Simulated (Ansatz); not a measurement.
# Dielectric response of KCl (001) films, part 4 of 5

Aim: the electronic and static ε of rocksalt KCl (001) from films of several thicknesses in a field.

Ansatz 0.2.0; plane-wave DFT, PBE, Ansatz PAW (the session's first sound run).

So far, ionisation energy, upper face (eV): step 2 (relaxation, 6 atoms, units 3) 6.21; step 3 (single point on the relaxed film, 6 atoms, units 3) 6.21; step 10 (relaxation, 10 atoms, units 5) 6.23; step 11 (the relaxed film, single point, 10 atoms, units 5) 6.23; step 18 (relaxation, 16 atoms, units 8) 6.23.

## (19) Side by side

Times are for 8 threads of Arm Neoverse V2, shared host. Results by setting:

| no. | units | gap by band count (eV) | ionisation energy, upper face (eV) | electron affinity, upper face (eV) | time | memory (GiB) |
| --- | --- | --- | --- | --- | --- | --- |
| 1 | 3 | 4.952 | 6.212 | 1.260 | 4.5 s | 0.91 |
| 2 | 5 | 4.992 | 6.228 | 1.237 | 9.8 s | 1.4 |
| 3 | 8 | 5.010 | 6.231 | 1.221 | 27 s | 2.4 |

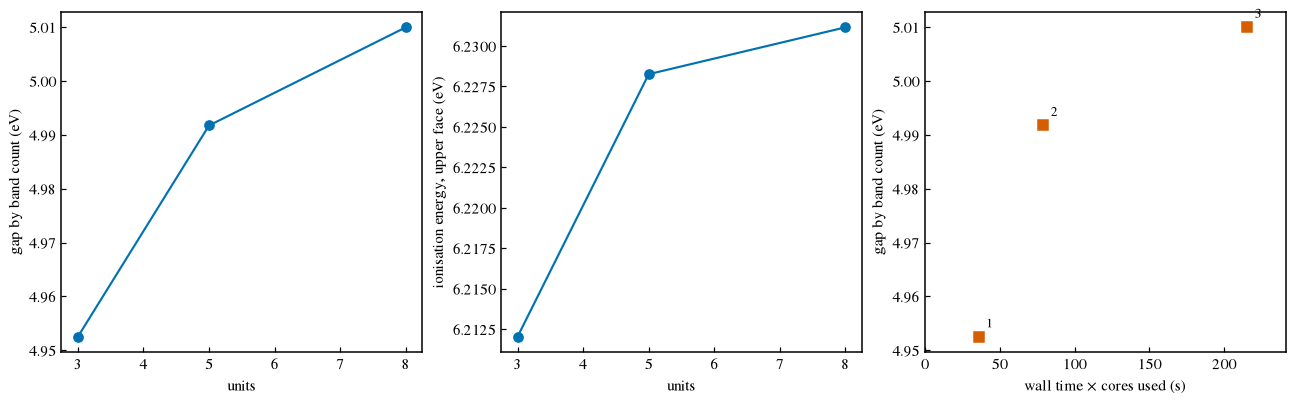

The series as plots; the last panel sets the first result against cost, with the runs numbered as in the table.

The valence density, planar mean (3) oscillates, so the rows of the table below give means over windows of 2 Å about each position, cut where the curve ends. Its maxima inside the range that stand out by 2 % of the span (Å: e/Å³): 9.0: 0.596, 12.1: 0.598, 15.2: 0.596. Its minima: 10.5: 0.0259, 13.8: 0.0259.

The runs together. Valence density, planar mean against z; means over each step:

| z (Å) | 3 (e/Å³) | 5 (e/Å³) | 8 (e/Å³) |
| --- | --- | --- | --- |
| 4 | 2.4e-6 | 2.9e-6 | 3.8e-6 |
| 6 | 7.1e-4 | 8.7e-4 | 0.00115 |
| 8 | 0.213 | 0.231 | 0.258 |
| 10 | 0.200 | 0.184 | 0.161 |
| 12 | 0.373 | 0.375 | 0.376 |
| 14 | 0.132 | 0.138 | 0.159 |
| 16 | 0.294 | 0.286 | 0.263 |
| 18 | 0.00167 | 0.332 | 0.349 |
| 20 | 5.5e-6 | 0.111 | 0.104 |
| 22 | 0 | 0.358 | 0.350 |
| 24 | 0 | 0.00862 | 0.0793 |

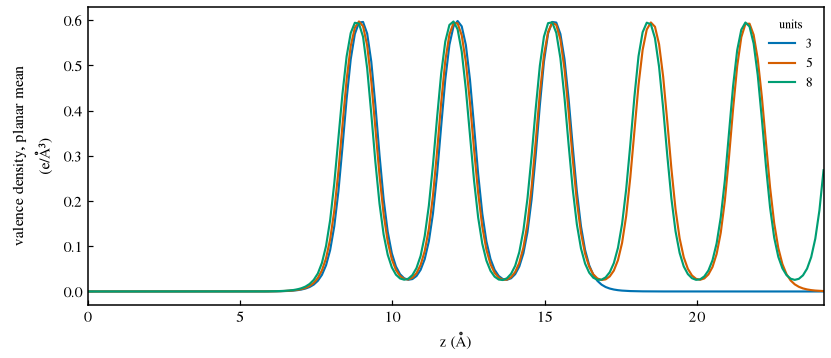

Valence density, planar mean against z.

## (20) The relaxed film, single point, 16 atoms, units 8

The next thickness, treated alike, so that differences show the interior and the faces cancel.

input.yaml reads:

```yaml
crystal:
  lattice:
    - [4.44770165, 0.0, 0.0]
    - [0.0, 4.44770165, 0.0]
    - [0.0, 0.0, 40.015]
  atoms:
    - { symbol: K, position: [0.5, 0.5, 0.2205269892] }
    - { symbol: Cl, position: [0.0, 0.0, 0.2193781066] }
    - { symbol: K, position: [0.0, 0.0, 0.2994189647] }
    - { symbol: Cl, position: [0.5, 0.5, 0.2996950286] }
    - { symbol: K, position: [0.5, 0.5, 0.3798062371] }
    - { symbol: Cl, position: [0.0, 0.0, 0.3797348227] }
    - { symbol: K, position: [0.0, 0.0, 0.4599102765] }
    - { symbol: Cl, position: [0.5, 0.5, 0.4599296026] }
    - { symbol: K, position: [0.5, 0.5, 0.5400897216] }
    - { symbol: Cl, position: [0.0, 0.0, 0.5400703749] }
    - { symbol: K, position: [0.0, 0.0, 0.620193765] }
    - { symbol: Cl, position: [0.5, 0.5, 0.6202651672] }
    - { symbol: K, position: [0.5, 0.5, 0.7005810445] }
    - { symbol: Cl, position: [0.0, 0.0, 0.7003049751] }
    - { symbol: K, position: [0.0, 0.0, 0.7794730206] }
    - { symbol: Cl, position: [0.5, 0.5, 0.7806219031] }
kpoints:
  mp_grid: { grid: [6, 6, 1] }
hamiltonian:
  xc: pbe
scf:
  occupations: { method: fixed }
  convergence: { dr2_threshold: 1.0e-09 }
efield:
  axis: 3
  dipole_correction: true
  ramp_position: 0.97
  ramp_width: 0.06
output:
  eigenvalues: true
  dos: { projected: true, e_range: [-7, 7] }
  write_potential: true
  write_density: true
  volumetric_format: npy
checkpoint:
  write: end8.run
  compress: false
  write_wavefunctions: false
```

Launch:

```
$ ansatz run input.yaml --threads 8 --pin off --max-ram 12288MiB --backend cpu --events-out ev --progress --plain --runs-dir out
```

Numbers of over 12 decimals in the logs are rounded to 6 here.

What it wrote:

```text
[...]
Crystal: 16 atoms, lattice volume = 791.579 Å³
Basis set: ecut = 420 eV, 15605 PW (Γ)
Bands: 80, of which v1, the nominal top of the filled ones, is band 64 counted from 1 (63 counted from 0)
Symmetry: 8 space group operations
k-points: 10 of 36
[...]
k-point 1: bands = [... 60 lower, -1.8395, -1.8201, -1.7810, -1.7808, 3.6391, 3.6697, 3.9705, 4.3192, ... 12 higher]
  k-point 2: bands = [... 60 lower, -1.8898, -1.8898, -1.8862, -1.8847, 4.3987, 4.4082, 4.8380, 5.0659, ... 12 higher]
  k-point 9: bands = [... 60 lower, -2.0096, -2.0096, -1.8301, -1.8301, 4.8171, 4.8171, 5.0270, 5.0270, ... 12 higher]
[key lines of the parts left out:]
SCF converged after 7 iterations
Free energy (F): -20969.498443 eV
Fermi energy:    -1.724155 eV
Dipole field:    D = 0.000000 V/Å  (p = 0.000001 e·Å, saw-weighted, corrected)
Work function:   Φ+ = 6.2311 eV   Φ− = 6.2312 eV
```

Run time: 9.5 s. Hardware: 8 threads of Arm Neoverse V2, shared host; peak memory 2.4 GiB.

Running mean over 3.145 Å of the planar mean; the ramp of the sawtooth is left out. Table of electron's electrostatic potential energy less the highest filled level by z:

| z (Å) | electron's electrostatic potential energy less the highest filled level (eV) |
| --- | --- |
| 5.0 | 6.23 |
| 7.5 | 2.89 |
| 10.0 | 1.57 |
| 12.5 | 1.48 |
| 15.0 | 1.47 |
| 17.5 | 1.54 |
| 20.0 | 1.69 |
| 22.5 | 1.54 |
| 25.0 | 1.47 |
| 27.5 | 1.48 |
| 30.0 | 1.57 |
| 32.5 | 2.84 |
| 35.0 | 6.23 |

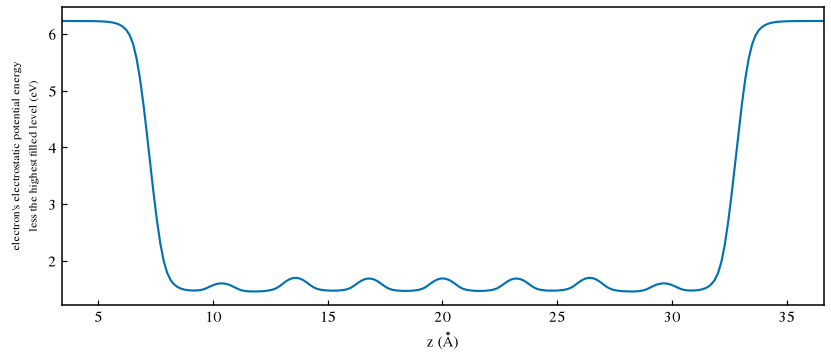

Electron's electrostatic potential energy less the highest filled level, plotted against z.

The gap is 5.01 eV, with the valence edge 6.23 eV and the conduction edge 1.22 eV under the upper vacuum level.

## (21) Atoms held, 16 atoms, units 8, field 0.05 V/Å

input.yaml: that of step 20 with these lines changed.

```diff
@@ -28,3 +28,3 @@
   occupations: { method: fixed }
-  convergence: { dr2_threshold: 1.0e-09 }
+  convergence: { dr2_threshold: 1.0e-10 }
 efield:
@@ -34,5 +34,4 @@
   ramp_width: 0.06
+  amplitude: 0.05
 output:
-  eigenvalues: true
-  dos: { projected: true, e_range: [-7, 7] }
   write_potential: true
@@ -40,5 +39 @@
   volumetric_format: npy
-checkpoint:
-  write: end8.run
-  compress: false
-  write_wavefunctions: false
```

What it wrote:

```text
[...]
Crystal: 16 atoms, lattice volume = 791.579 Å³
Basis set: ecut = 420 eV, 15605 PW (Γ)
Bands: 80, of which v1, the nominal top of the filled ones, is band 64 counted from 1 (63 counted from 0)
Symmetry: 8 space group operations
k-points: 10 of 36
[...]
k-point 0: bands = [... 60 lower, -1.7057, -1.6472, -1.4861, -1.4861, 3.0667, 3.4704, 3.6542, 3.9933, ... 12 higher]
  k-point 1: bands = [... 60 lower, -1.7648, -1.6825, -1.6261, -1.5411, 3.3782, 3.8552, 3.9856, 4.3098, ... 12 higher]
  k-point 2: bands = [... 60 lower, -1.8812, -1.8663, -1.6547, -1.6474, 4.0935, 4.6976, 4.7963, 5.0540, ... 12 higher]
  k-point 9: bands = [... 60 lower, -1.9553, -1.8021, -1.8021, -1.5904, 4.7575, 4.7575, 5.0383, 5.0383, ... 12 higher]
[key lines of the parts left out:]
SCF converged after 11 iterations
Free energy (F): -20969.500446 eV
Fermi energy:    -1.486077 eV
Dipole field:    D = 0.018317 V/Å  (p = 0.080128 e·Å, saw-weighted, corrected)
```

Run time: 11 s. Hardware: 8 threads; peak memory 2.4 GiB.

The dipole is 0.0801 e·Å, and the gap on the mesh 4.553 eV.

## (22) Single point, 16 atoms, units 8, field -0.05 V/Å

input.yaml: that of step 21 with these lines changed.

```diff
@@ -34,3 +34,3 @@
   ramp_width: 0.06
-  amplitude: 0.05
+  amplitude: -0.05
 output:
```

What it wrote:

```text
[...]
Crystal: 16 atoms, lattice volume = 791.579 Å³
Basis set: ecut = 420 eV, 15605 PW (Γ)
Bands: 80, of which v1, the nominal top of the filled ones, is band 64 counted from 1 (63 counted from 0)
Symmetry: 8 space group operations
k-points: 10 of 36
[...]
k-point 0: bands = [... 60 lower, -1.7057, -1.6472, -1.4861, -1.4861, 3.0667, 3.4704, 3.6542, 3.9933, ... 12 higher]
  k-point 1: bands = [... 60 lower, -1.7648, -1.6825, -1.6260, -1.5411, 3.3782, 3.8552, 3.9856, 4.3098, ... 12 higher]
  k-point 2: bands = [... 60 lower, -1.8812, -1.8663, -1.6547, -1.6474, 4.0934, 4.6976, 4.7963, 5.0540, ... 12 higher]
  k-point 9: bands = [... 60 lower, -1.9552, -1.8021, -1.8021, -1.5904, 4.7575, 4.7575, 5.0383, 5.0383, ... 12 higher]
[key lines of the parts left out:]
SCF converged after 11 iterations
Free energy (F): -20969.500446 eV
Fermi energy:    -1.486072 eV
Dipole field:    D = -0.018316 V/Å  (p = -0.080126 e·Å, saw-weighted, corrected)
```

Elapsed: 11 s, on 8 threads; peak memory 2.4 GiB; 79 s of CPU time.

The dipole is -0.0801 e·Å, and the gap on the mesh 4.553 eV.

## (23) Response with the atoms held, 16 atoms, units 8

This step: plane-wave DFT, PBE, Ansatz PAW; response to a field along the normal, atoms held (Ansatz 0.2.0).

Local field over the applied field, running mean. From the potentials at -0.05 and 0.05 V/Å; running mean over 3.145 Å, taken twice. Table of local field over applied field by z:

| z (Å) | local field over applied field |
| --- | --- |
| 5.0 | 0.972 |
| 7.5 | 0.648 |
| 10.0 | 0.430 |
| 12.5 | 0.434 |
| 15.0 | 0.435 |
| 17.5 | 0.435 |
| 20.0 | 0.435 |
| 22.5 | 0.435 |
| 25.0 | 0.435 |
| 27.5 | 0.434 |
| 30.0 | 0.430 |
| 32.5 | 0.646 |
| 35.0 | 0.971 |

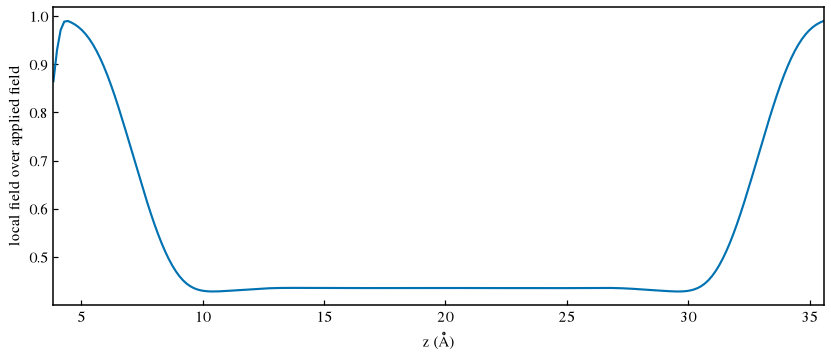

Local field over applied field, plotted against z.

The induced dipole is that of a conductor 14.66 Å thick.

## (24) Field on, atoms free, 16 atoms, units 8, field 0.05 V/Å

This step: plane-wave DFT, PBE, Ansatz PAW (Ansatz 0.2.0).

The same pair of relaxations in the field for this thickness.

input.yaml: that of step 22 with these lines changed.

```diff
@@ -34,3 +34,6 @@
   ramp_width: 0.06
-  amplitude: -0.05
+  amplitude: 0.05
+relax:
+  f_tol: 0.0006
+  max_steps: 70
 output:
```

What it wrote:

```text
[...]
Crystal: 16 atoms, lattice volume = 791.579 Å³
Basis set: ecut = 420 eV, 15605 PW (Γ), exchange–correlation on 60×60×540 points (8 copies of the dense FFT grid, shifted against one another)
Bands: 80, of which v1, the nominal top of the filled ones, is band 64 counted from 1 (63 counted from 0)
Symmetry: 8 space group operations
k-points: 10 of 36
[...]
- { symbol: Cl, position: [0.500000, 0.500000, 0.459817] }
    - { symbol: K, position: [0.500000, 0.500000, 0.540215] }
    - { symbol: Cl, position: [0, 0.0, 0.539949] }
    - { symbol: K, position: [0, 0.0, 0.620327] }
    - { symbol: Cl, position: [0.500000, 0.500000, 0.620141] }
    - { symbol: K, position: [0.500000, 0.500000, 0.700682] }
    - { symbol: Cl, position: [0, 0.0, 0.700220] }
    - { symbol: K, position: [0, 0.0, 0.779653] }
    - { symbol: Cl, position: [0.500000, 0.500000, 0.780400] }
[key lines of the parts left out:]
SCF converged after 5 iterations
Free energy (F): -20969.501505 eV
Fermi energy:    -1.641635 eV
Dipole field:    D = 0.027933 V/Å  (p = 0.122194 e·Å, saw-weighted, corrected)
```

The job ended after 24 s (8 threads; peak memory 2.4 GiB).

The relaxation took 4 steps and lowered the energy by 0.0011 eV; the largest force on the free atoms ends at 1.2e-4 eV/Å.

The dipole is 0.122 e·Å, and the gap on the mesh 4.858 eV.

## (25) Relaxing in the field, 16 atoms, units 8, field -0.05 V/Å

The opposite sign, again from the field-free geometry; the difference of the two cancels what relaxes without a field.

input.yaml: that of step 24 with these lines changed.

```diff
@@ -34,3 +34,3 @@
   ramp_width: 0.06
-  amplitude: 0.05
+  amplitude: -0.05
 relax:
```

What it wrote:

```text
[...]
Crystal: 16 atoms, lattice volume = 791.579 Å³
Basis set: ecut = 420 eV, 15605 PW (Γ), exchange–correlation on 60×60×540 points (8 copies of the dense FFT grid, shifted against one another)
Bands: 80, of which v1, the nominal top of the filled ones, is band 64 counted from 1 (63 counted from 0)
Symmetry: 8 space group operations
k-points: 10 of 36
[...]
- { symbol: Cl, position: [0.500000, 0.500000, 0.460051] }
    - { symbol: K, position: [0.500000, 0.500000, 0.539970] }
    - { symbol: Cl, position: [0, 0.0, 0.540183] }
    - { symbol: K, position: [0, 0.0, 0.620062] }
    - { symbol: Cl, position: [0.500000, 0.500000, 0.620398] }
    - { symbol: K, position: [0.500000, 0.500000, 0.700486] }
    - { symbol: Cl, position: [0, 0.0, 0.700393] }
    - { symbol: K, position: [0, 0.0, 0.779272] }
    - { symbol: Cl, position: [0.500000, 0.500000, 0.780825] }
[key lines of the parts left out:]
SCF converged after 5 iterations
Free energy (F): -20969.501505 eV
Fermi energy:    -1.641635 eV
Dipole field:    D = -0.027933 V/Å  (p = -0.122192 e·Å, saw-weighted, corrected)
```

Run time: 24 s. Hardware: 8 threads; peak memory 2.4 GiB.

The relaxation took 4 steps and lowered the energy by 0.0011 eV; the largest force on the free atoms ends at 1.2e-4 eV/Å.

The dipole is -0.122 e·Å, and the gap on the mesh 4.858 eV.

## (26) Response with the atoms relaxed, 16 atoms, units 8

This step: plane-wave DFT, PBE, Ansatz PAW; response to a field along the normal, atoms relaxed (Ansatz 0.2.0).

Local field over the applied field, running mean. From the potentials at -0.05 and 0.05 V/Å; running mean over 3.145 Å, taken twice. Table of local field over applied field by z:

| z (Å) | local field over applied field |
| --- | --- |
| 5.0 | 0.941 |
| 7.5 | 0.395 |
| 10.0 | 0.0773 |
| 12.5 | 0.194 |
| 15.0 | 0.167 |
| 17.5 | 0.161 |
| 20.0 | 0.170 |
| 22.5 | 0.161 |
| 25.0 | 0.167 |
| 27.5 | 0.194 |
| 30.0 | 0.0781 |
| 32.5 | 0.390 |
| 35.0 | 0.939 |

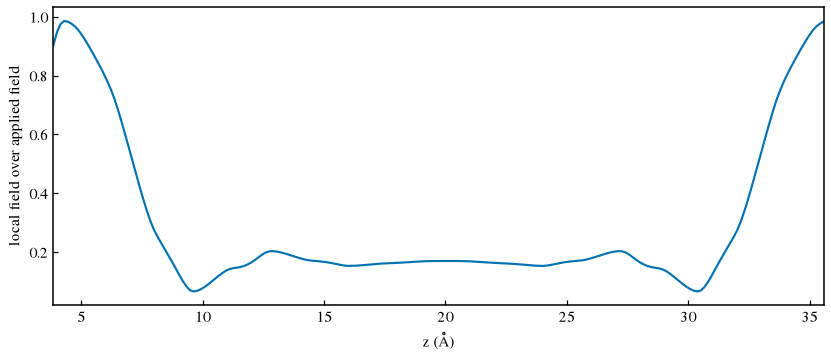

Local field over applied field, plotted against z.

The induced dipole is that of a conductor 22.35 Å thick.

## (27) Electronic ε from the series

This step: plane-wave DFT, PBE, Ansatz PAW; permittivity from the thickness series, atoms held (Ansatz 0.2.0).

Each added layer adds t(1 − 1/ε) to the dipole term, so the slope against thickness gives ε without a choice of where the film ends.

This step gave:

| Quantity | Value |
| --- | --- |
| slope | 0.5646 |
| intercept of the fit | 1.978 Å |
| ε of the interior | 2.297 |

The equivalent conductor thickness by distance between the outer atoms:

| distance between the outer atoms (Å) | equivalent conductor thickness (Å) |
| --- | --- |
| 6.42 | 5.60 |
| 12.83 | 9.22 |
| 22.46 | 14.7 |

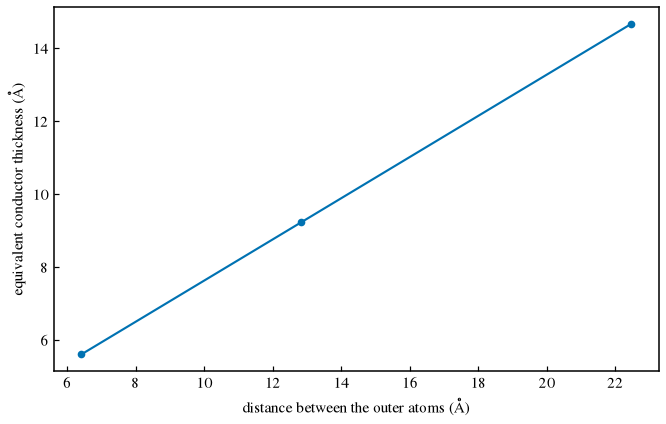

Equivalent conductor thickness against distance between the outer atoms.

By hand, from the thinnest and the thickest film: slope = (14.659 − 5.601) / (22.458 − 6.416) = 0.565, so ε = 1/(1 − 0.565) = 2.30.

## (28) Static ε from the series

This step: plane-wave DFT, PBE, Ansatz PAW; permittivity from the thickness series, atoms relaxed (Ansatz 0.2.0).

The same fit for the relaxed films. The nearer its slope lies to 1, the more ε hangs on small errors.

Numbers from this step:

```yaml
slope: 0.8309
intercept_of_the_fit: 3.685 Å
eps_of_the_interior: 5.914
```

The equivalent conductor thickness by distance between the outer atoms:

| distance between the outer atoms (Å) | equivalent conductor thickness (Å) |
| --- | --- |
| 6.42 | 9.03 |
| 12.83 | 14.3 |
| 22.46 | 22.4 |

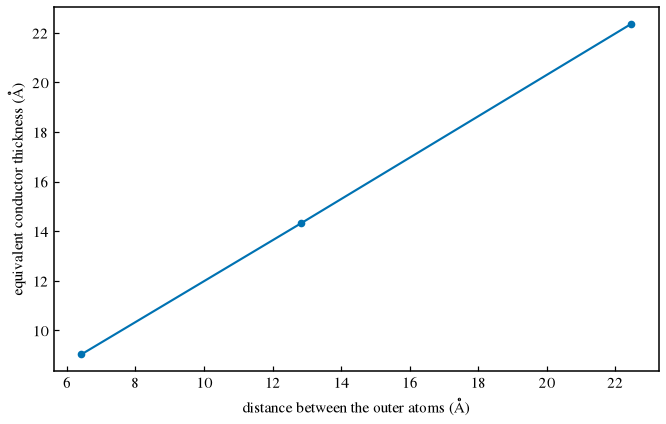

Equivalent conductor thickness, plotted against distance between the outer atoms.

By hand, from the thinnest and the thickest film: slope = (22.355 − 9.031) / (22.457 − 6.417) = 0.831, so ε = 1/(1 − 0.831) = 5.91. One nm of such a film has the capacitance of 3.9/5.91 = 0.66 nm of SiO₂ (its equivalent oxide thickness).

## (29) The bulk crystal

This step: plane-wave DFT, PBE, Ansatz PAW (Ansatz 0.2.0).

System of this step: rocksalt KCl. Symmetry: Fm-3m, No. 225, cubic system. The conventional cell has a = 6.290 Å, b = 6.290 Å, c = 6.290 Å, α = 90.00°, β = 90.00°, γ = 90.00°. Nearest to K lie 6 Cl at 3.15 Å. Cl has 6 K at 3.15 Å nearest. Farther neighbours and most contacts between anions are not listed.

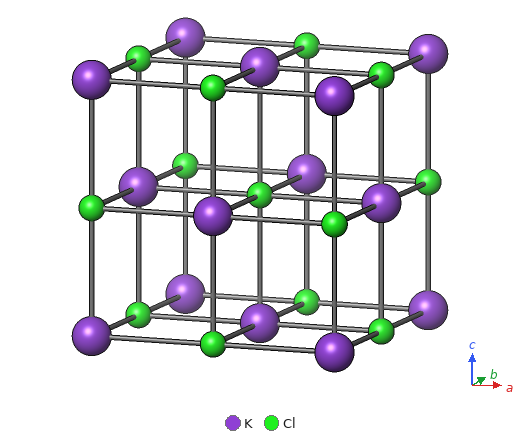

The cell of this step (potassium purple, chlorine green). Some periodic images of atoms are drawn too.

Band edges are better read in the bulk than in a thin slab, where confinement and surface states shift them. The bulk run gives them against its mean potential.

input.yaml reads:

```yaml
crystal:
  lattice:
    - [0.0, 3.145, 3.145]
    - [3.145, 0.0, 3.145]
    - [3.145, 3.145, 0.0]
  atoms:
    - { symbol: K, position: [0.0, 0.0, 0.0] }
    - { symbol: Cl, position: [0.5, 0.5, 0.5] }
kpoints:
  mp_grid: { grid: [8, 8, 8] }
  band_path: { path: [VBM, CBM], npoints: 1 }
hamiltonian:
  xc: pbe
scf:
  occupations: { method: fixed }
  convergence: { dr2_threshold: 1.0e-09 }
output:
  eigenvalues: true
checkpoint:
  write: bulk.run
  compress: false
  write_wavefunctions: false
```

What it wrote:

```text
[...]
Crystal: 2 atoms, lattice volume = 62.215 Å³
Basis set: ecut = 420 eV, 1243 PW (Γ)
Bands: 12, of which v1, the nominal top of the filled ones, is band 8 counted from 1 (7 counted from 0)
Symmetry: 48 space group operations
[...]
k-points: 29 of 512
[...]
SCF iter   1: F=—  HF=-2621.219840 eV  |F-HF|=—  |Δ(HF+E_count)|=         —  Δρ=2.10e-4  dr2=1.68e-5  ethr=1.77e-3  ⟨swp⟩=4.7  Hψ=1896  notcnv=0  defer=48
[...]
SCF iter   6: F=-2621.219653 eV  HF=-2621.219653 eV  |F-HF|=3.20e-10  |Δ(HF+E_count)|=   5.28e-8  Δρ=8.18e-7  dr2=4.62e-10  ethr=6.25e-12  ⟨swp⟩=3.5  Hψ=1714  notcnv=0
SCF 1 converged in 6 iterations: F = -2621.219653 eV  dr2 = 4.62e-10
[...]
SCF converged after 6 iterations
Free energy (F): -2621.219653 eV
[...]
Internal energy: -2621.219653 eV  (E = F + TS)
E sigma→0 (E₀):  -2621.219653 eV
Fermi energy:    0.862855 eV
[...]
--- Band table (eV; the first three rows and the last of 29) ---
  k-point 0: bands = [... 4 lower, -9.7868, 0.8629, 0.8629, 0.8629, 6.0567, 9.2268, 9.2268, 9.2268]
  k-point 1: bands = [... 4 lower, -9.7483, 0.6727, 0.8120, 0.8120, 6.4313, 9.1114, 9.4213, 9.4213]
  k-point 2: bands = [... 4 lower, -9.6606, 0.2755, 0.6939, 0.6939, 7.3141, 9.0203, 9.9732, 9.9732]
  k-point 28: bands = [... 4 lower, -9.6976, 0.3752, 0.3901, 0.3901, 8.8931, 8.8931, 10.3073, 10.7219]
```

It took 0.46 s on 8 threads; peak memory 0.31 GiB.

Numbers from this step:

```
gap on the k-mesh                  : 5.194 eV
gap along the path                 : 5.194 eV
smallest direct gap along the path : 5.194 eV
gap, the smaller of path and mesh  : 5.194 eV
```

The gap is 5.19 eV.

(Continued in part 5 of 5.)

[Logs are printed without paths, hosts, clocks, repeated set-up lines and the standing remarks that a program may print on its own settings, such as how far it seeks lower states.]

[Hosts, paths, dates, database ids (printed as entryN), source tags and the programs' standing remarks are cut or masked in the printed files.]

[Maps of the electrostatic potential energy from Ansatz leave out the sawtooth potential of an applied field or a dipole correction, so their vacuum need not be flat; planar profiles and work functions include it.]
